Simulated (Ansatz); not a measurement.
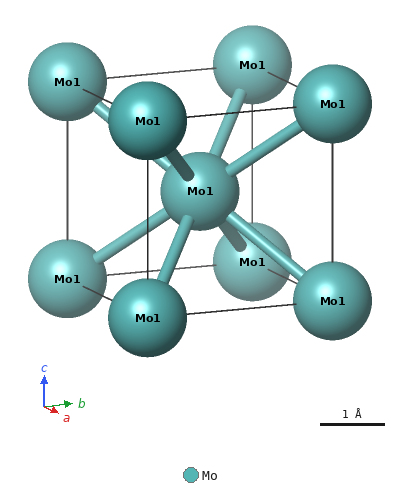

*The input geometry (ball-and-stick view of the cell 2 times as large as that of the calculation, set on its symmetry axes, seen slightly off an axis; atoms are numbered from 1 in the order of the input).*

Near neighbours in the crystal (not all of them lie inside the picture): Mo has 8 Mo at 2.74 Å.

**Single-point calculation, with input and output: Mo**

The run: single-point calculation of Mo (1 atom in the cell). Method and program: DFT PBEsol, scalar-relativistic, plane waves, PAW, no spin polarisation (Ansatz 0.2.0).

The structure derives from a Materials Project entry. Figures and captions count atoms from 1; the log counts them from 0 in places.

**Log**
```
Engine: ansatz 0.2.0, x86_64-unknown-linux-gnu
Pseudopotentials: kind: paw
Pseudopotential: Mo, paw, valence charge 14, recommended cutoff 420 eV (normal), Mo.paw.azcp
Functional definition: PBEsol
  exchange = pbesol_x
  correlation = pbesol_c
Crystal: 1 atoms, lattice volume = 15.892 Å³
Basis set: ecut = 420 eV, 321 PW (Γ), exchange–correlation on 40×40×40 points (8 copies of the dense FFT grid, shifted against one another)
Bands: 11, of which v1, the nominal top of the filled ones, is band 7 counted from 1 (6 counted from 0)
Symmetry: 48 space group operations
Space group: Im-3m (ITA 229), of the structure as read, at distance tolerance 2.5e-5 Å
k-points: 29 of 512
Non-local potential: Mo, projectors of the file, l = 0: 3, l = 1: 2, l = 2: 2, l = 3: 1
PAW form: soft (Blöchl's): semilocal exchange-correlation on the pseudo side does not see the compensation charge
PAW frozen core: Mo, regenerated for the run's functional, and the local potential with it (the file was generated under x = pbe(κ = 0.804, μ = 0.2195149727645171), c = pbe(β = 0.06672455060314922))
PAW one-centre angular grid: Mo, 590 points (default); XC on 64 Gauss nodes
Initial density: superposition of atomic densities (neutral atoms: chi_scale 0, normalization atom), corrected by the library's trained network
Initial wavefunctions: pseudopotential atomic-orbital guess
Functional: x = pbesol(κ = 0.804, μ = 0.12345679012345678), c = pbesol(β = 0.046)
SCF iter   1: F=—  HF=-4897.434963 eV  |F-HF|=—  |Δ(HF+E_count)|=         —  Δρ=6.28e-3  dr2=5.37e-3  ethr=1.77e-3  ⟨swp⟩=5.0  Hψ=1853  notcnv=0
preconditioner: auto → none  [insulator: Δε(μ)=0.165 eV  Ē_g=8.195 eV  σ=0.100 eV  W_gap=0.56  n_scr=0 (ndim 8)  ℏωp=22.8 eV  f_vac=0.000  D(μ)=0.83/eV (n_scr^D=12)  ε∞_Penn≈8.8]
SCF iter   2: F=—  HF=-4897.433077 eV  |F-HF|=—  |Δ(HF+E_count)|=   1.89e-3  Δρ=2.08e-3  dr2=2.04e-4  ethr=3.83e-5  ⟨swp⟩=2.2  Hψ=682  notcnv=0
SCF iter   3: F=—  HF=-4897.433048 eV  |F-HF|=—  |Δ(HF+E_count)|=   2.91e-5  Δρ=9.03e-4  dr2=3.65e-5  ethr=1.46e-6  ⟨swp⟩=2.0  Hψ=510  notcnv=0
SCF iter   4: F=—  HF=-4897.433048 eV  |F-HF|=—  |Δ(HF+E_count)|=   8.53e-8  Δρ=4.54e-5  dr2=9.50e-8  ethr=2.60e-7  ⟨swp⟩=2.0  Hψ=491  notcnv=0
iter 5 did not close the SCF: its close was put off for the readings that it lacked (scf_convergence_deferred on its scf_iter line)
SCF iter   5: F=-4897.433048 eV  HF=-4897.433048 eV  |F-HF|=1.17e-9  |Δ(HF+E_count)|=   8.72e-8  Δρ=8.66e-6  dr2=2.75e-9  ethr=6.79e-10  ⟨swp⟩=2.2  Hψ=492  notcnv=0
SCF iter   6: F=-4897.433048 eV  HF=-4897.433048 eV  |F-HF|=1.27e-11  |Δ(HF+E_count)|=  6.73e-10  Δρ=1.34e-6  dr2=4.59e-11  ethr=1.96e-11  ⟨swp⟩=1.7  Hψ=1005  notcnv=0
SCF 1 converged in 6 iterations: F = -4897.433048 eV  dr2 = 4.59e-11
  greatest PAW one-centre occupation: 0.999 electrons in one spin orbital (limit 2), on the Mo atom at site 0 (counted from 0), in its partial waves of l = 0
```

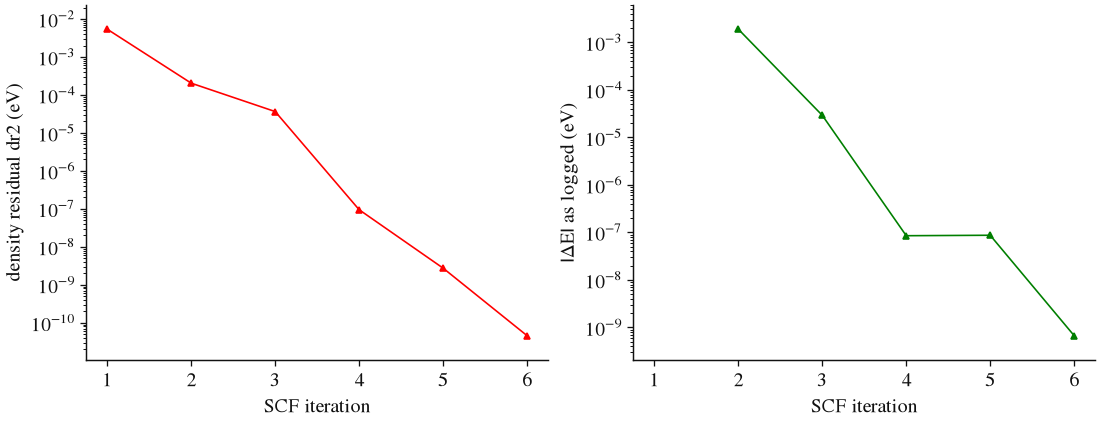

*Convergence of the self-consistent field: density residual dr2 and size of the energy change against the SCF iteration.*

The residual falls at every step.

```
SCF converged after 6 iterations
Free energy (F): -4897.433048 eV
Harris-Foulkes:  -4897.433048 eV  (|F-HF|=1.27e-11)
Internal energy: -4897.428849 eV  (E = F + TS)
E sigma→0 (E₀):  -4897.430948 eV
Entropy (-TS):   -0.004199 eV (-4.199 meV/atom)
Fermi energy:    20.430038 eV
--- Per-component energies (eV) ---
  E_band       = -61.790159
  E_kinetic    = 439.966885
  E_local      = -796.608207  (includes V_loc(G=0)·N_el)
  E_nonlocal   = 144.234132
  E_hartree    = 261.816583
  E_xc         = -182.141557
  E_vxc        = -228.119460  (∫ρ·V_xc dr)
  E_paw        = -3143.637327  (= ΣΔE_a)
  E_vpaw       = -144.896779  (= ΣTr[D̂ρ^β])
  E_aug_tail   = 0.000038  (compensation charges beyond the density's cutoff)
  E_ewald      = -1621.268696
  E_core_change = 0.209299  (= ΣΔE_core)
  E_smearing   = -0.004199  (= −TS)
  E_closure    = 0.000000  (closes the sum)
  Σ components = -4897.433048   (vs F -4897.433048, Δ=0.00e0)
--- Forces (eV/Å), atoms counted from 1 ---
  atom   1  Mo    -0.00000000     0.00000000     0.00000000
  max |Σ_I F_I| component: 6.37e-32 eV/Å
--- Stress (GPa, compression-positive) ---
       -8.751113      -0.000000       0.000000
       -0.000000      -8.751113       0.000000
       -0.000000      -0.000000      -8.751113
  P = ⅓ Tr σ = -8.7511 GPa (-87.511 kbar)
--- Band table (eV; the first three rows and the last of 29) ---
  k-point 0: bands = ["-40.6400", "-13.9558", "-13.9558", "-13.9558", "13.3511", "19.2278", "19.2278", "19.2278", "22.1758", "22.1758", "35.2138"]
  k-point 1: bands = ["-40.6042", "-14.1637", "-14.0203", "-13.9573", "14.0003", "18.8729", "19.1395", "19.8565", "21.7554", "22.1951", "35.6119"]
  k-point 2: bands = ["-40.5168", "-14.6474", "-14.1732", "-13.9609", "15.3130", "18.1209", "19.0128", "21.6004", "21.6639", "22.3352", "35.1806"]
  k-point 28: bands = ["-40.2157", "-14.8793", "-14.8793", "-14.8793", "15.2288", "15.2288", "24.4706", "24.4706", "24.4706", "29.4477", "29.4477"]
```

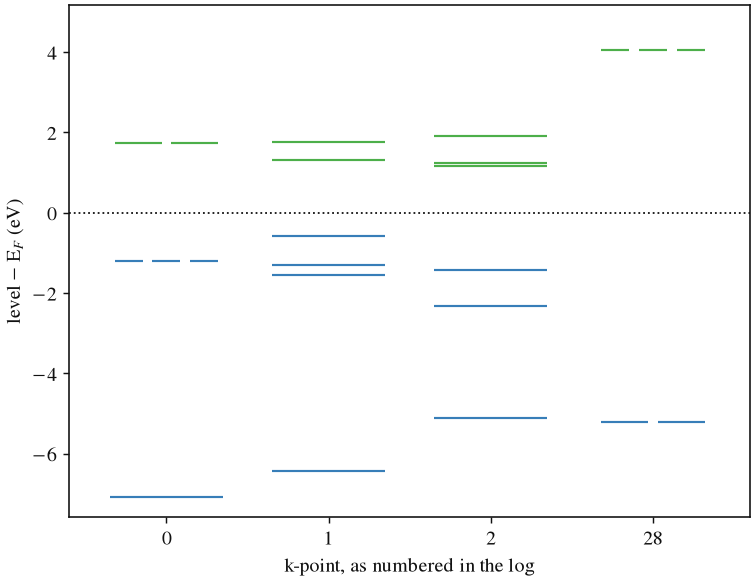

*Kohn–Sham levels near the Fermi level (dotted) at the few k-points that the log prints; levels within 0.02 eV of each other stand side by side.*

The system is metallic on the full mesh.

This output came from the following input.

**Input file**
```yaml
crystal:
  lattice:
    - [-1.58380897, 1.58380897, 1.58380897]
    - [1.58380897, -1.58380897, 1.58380897]
    - [1.58380897, 1.58380897, -1.58380897]
  atoms:
    - { symbol: Mo, position: [0.0, 0.0, 0.0] }
basis:
  ecutwfc: 420
kpoints:
  mp_grid: { grid: [8, 8, 8] }
hamiltonian:
  xc: pbesol
scf:
  occupations: { method: gaussian, width: 0.1 }
output:
  forces: true
  stress: true
  eigenvalues: true
```

Run as:
```bash
ansatz run input.yaml --threads 4 --pin off --max-ram 8192MiB --backend cpu --events-out ev --progress --plain --runs-dir out
```

**Results in brief**

- outcome: converged
- space group (tolerance 0.01 Å): Im-3m (229)
- electrons treated: 14
- free energy: −4897.4330 eV
- Fermi energy: 20.430 eV
- gap on the k-point mesh: none (metallic)
- pressure: −8.75 GPa
- largest force (length of the vector): under 0.001 eV/Å
- hardware: 4 threads of AMD EPYC (Zen 3), 64 GiB of memory available, shared host
- wall time: 0.71 s (CPU time 0.79 s)
- peak memory: 0.32 GiB

**Notes**

The cell is under a tension of 8.8 GPa at this level, so it is not at its equilibrium volume.
